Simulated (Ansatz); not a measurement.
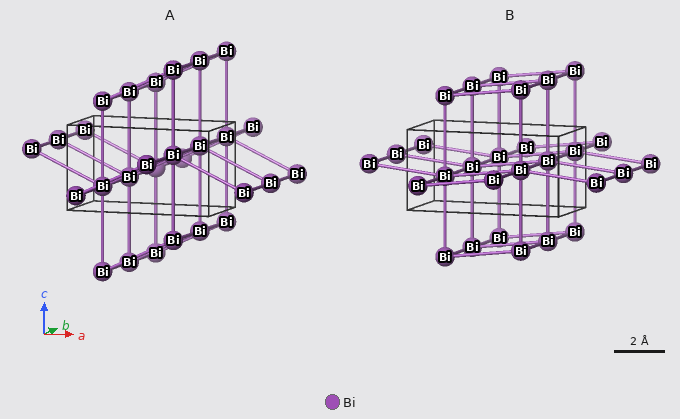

Two geometries of a crystal of Bi (a generated structure, set up in Pmma), drawn at one scale. One is the start of a relaxation, the other its converged end. The picture is a ball-and-stick view of the cell of the calculation, repeated 1 × 2 × 1 with one cell outlined, seen slightly off an axis.

Theory: Ansatz 0.2.0, DFT PBE, scalar-relativistic, plane waves, PAW. Set-up: plane-wave cutoff 420 eV; k-point mesh 10 × 18 × 16; occupations gaussian; smearing width 0.1 eV; no spin polarisation; cell and atoms relaxed; force threshold 0.01 eV/Å; at most 80 steps.

Question: Which one is relaxed?

Answer: Structure B is the relaxed one. The largest moves relative to the cell, 0.48 Å, are those of Bi atoms. The drawn cell changes as follows: a 6.088 → 6.514 Å (+7.0 %), b 3.206 → 3.269 Å (+2.0 %), c 3.481 → 3.290 Å (−5.5 %); the volume changes by +3.1 %. Near-neighbour distances that change, for instance: Bi–Bi 3.481 → 3.290 Å, Bi–Bi 3.351 → 3.278 Å, Bi–Bi 3.206 → 3.269 Å. Bond angles that change, for instance: Bi–Bi–Bi 130.6° → 166.9°, Bi–Bi–Bi 65.3° → 83.5°, Bi–Bi–Bi 114.7° → 96.5°. The space group stays Pmma (No. 51). After 7 accepted moves (8 points after the start) the energy has fallen by 30.1 meV per atom. The largest force component goes from 0.065 to 0.00044 eV/Å. Pressure: 0.15 GPa at the start and 0.01 GPa at the end. At 1 point the geometry stayed and the basis and grid were re-selected for the new cell (energy shift of 0.2 meV per atom at most each time). The run took 2.7 min on 1 thread of Intel(R) Xeon(R) 6975P-C (Granite Rapids), with other jobs on the host, peak memory 0.84 GiB.
